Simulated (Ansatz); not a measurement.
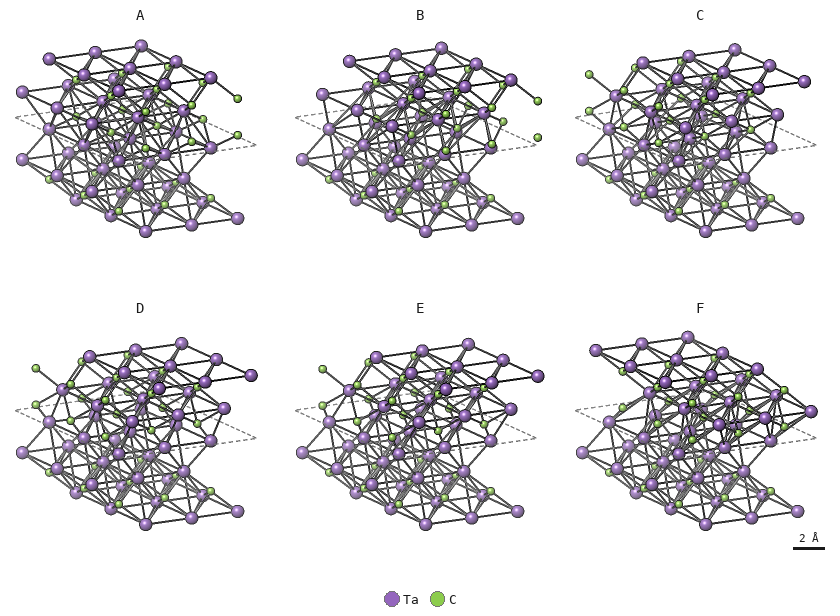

Frames of a one-coordinate scan of solid Ta4C3 (R3m). Style: ball-and-stick. Shown: the layers on both sides of the dashed plane, obliquely from above.

Method: Ansatz 0.2.0, DFT PBEsol, scalar-relativistic, plane waves, PAW. Set-up: plane-wave cutoff 420 eV; k-point mesh 14 × 14 × 4; occupations gaussian; smearing width 0.15 eV; no spin polarisation. Energies (free energies at the smearing named) are counted from the relaxed crystal.

Q: What is being scanned?

A: The crystal above a cut along the (0 0 −1) plane of the conventional cell (between a plane of Ta below and one of C above, 1.17 Å apart) is slid rigidly by fractions of an in-plane lattice vector 5.38 Å long (a generalised stacking fault). In the frames the slip is 0.00 (A), 0.25 (B), 0.417 (C), 0.50 (D), 0.583 (E), 0.833 (F). One cut stands in each cell, which starts 10.2 Å high; nothing is relaxed, and the dashed outline marks the cut. Their energies are 0 mJ/m², 4145 mJ/m², 5555 mJ/m², 15769 mJ/m², 36566 mJ/m², 14511 mJ/m².
